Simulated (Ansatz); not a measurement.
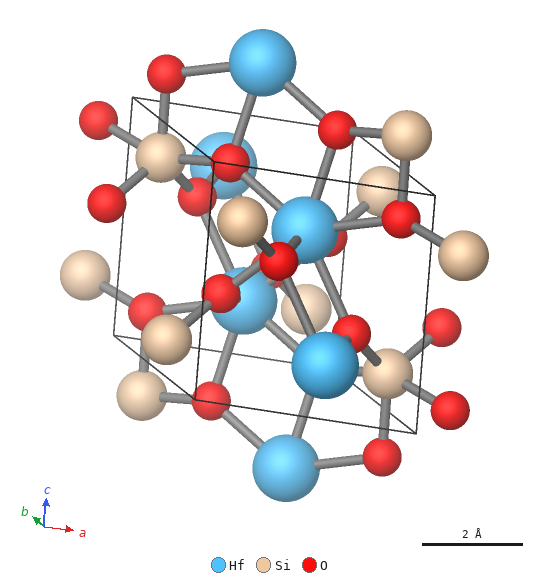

Shown here is a ball-and-stick view of the crystal, taken slightly off an axis. Thin lines show the conventional unit cell, with boundary atoms drawn in all their periodic places. The first bonded neighbours in the surrounding cells are also shown.

HfSiO4, space group P-1 (No. 2), a = 4.653 Å, b = 5.254 Å, c = 5.384 Å, α = 103.12°, β = 100.85°, γ = 94.59°. The structure comes from a structure type filled with these elements by a generator (whether the compound takes this form wasn't checked). Earlier steps of the study may have refined or changed the cell and positions. Ansatz was used for an electronic-structure calculation on it.

This one geometry was computed with Ansatz (DFT, plane waves, PAW) at five levels of theory: r2SCAN, HSE06, PBE with spin-orbit coupling, PBE0 and PBE. It was relaxed beforehand with r2SCAN.

> Which level gives the highest pressure at this volume, and what does that say about its equilibrium volume?

Highest: PBE with spin-orbit coupling (6.4 GPa) and PBE (6.6 GPa), which points to the largest equilibrium volume. Lowest, with the smallest volume: r2SCAN (0.0 GPa), HSE06 (-0.4 GPa) and PBE0 (-0.4 GPa). Levels within 0.5 GPa of each other can't be told apart.

> How does the band gap change with the level of theory?

PBE with spin-orbit coupling: a gap of 4.64 eV, indirect; PBE: a gap of 4.67 eV, indirect; r2SCAN: a gap of 5.19 eV, indirect; HSE06: a gap of 6.38 eV, indirect; PBE0: a gap of 7.15 eV, indirect.

> Collect the results in a table.

| level | cutoff (eV) | k-mesh of the run's cell | gap (eV) | pressure (GPa) |
| --- | --- | --- | --- | --- |
| r2SCAN | 500 | 6×6×6 | 5.19 | 0.0 |
| HSE06 | 420 | 4×4×4 | 6.38 | -0.4 |
| PBE with spin-orbit coupling | 420 | 6×6×6 | 4.64 | 6.4 |
| PBE0 | 420 | 4×4×4 | 7.15 | -0.4 |
| PBE | 420 | 6×6×6 | 4.67 | 6.6 |

Gaps are taken on the k-mesh or band path of each run.
